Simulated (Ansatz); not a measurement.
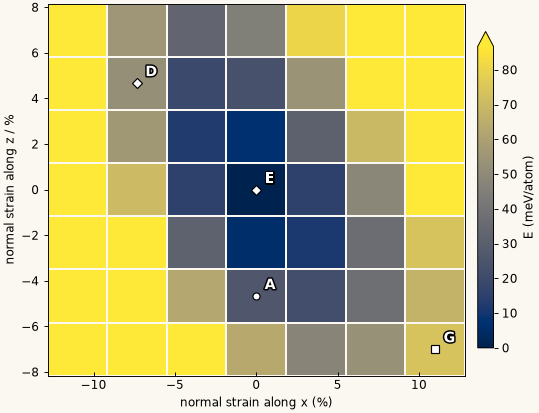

Fe (Im-3m, No. 229; 1 atom in the cell). 
- The energy is mapped over two homogeneous strains (x, y and z along the cube axes).
- First axis: normal strain along x. Second axis: normal strain along z.
- Nothing is relaxed (symmetry fixes all fractional coordinates).
- The grid has 7 × 7 points.
- Points are written as (first, second).
- Energies: meV/atom, counted from the lowest grid point.
- The cutoff or the k-mesh is coarse on purpose, so the values aren't converged.
- Computed with DFT PBE, scalar-relativistic, plane waves, PAW in Ansatz 0.2.0. Settings: cutoff 520 eV, k-mesh 10×10×10, gaussian smearing 0.15 eV, spin-polarised.

The picture shows one coloured cell a grid point, one colour for all values above the top of the scale, lettered points.

Q: Which space group has the cell at each letter?

A: A: I4/mmm; D: Immm; E: Im-3m; G: Immm.

Q: Rank the lettered points by energy, lowest first.

A: E (0 meV/atom), A (26 meV/atom), D (52 meV/atom), G (74 meV/atom).
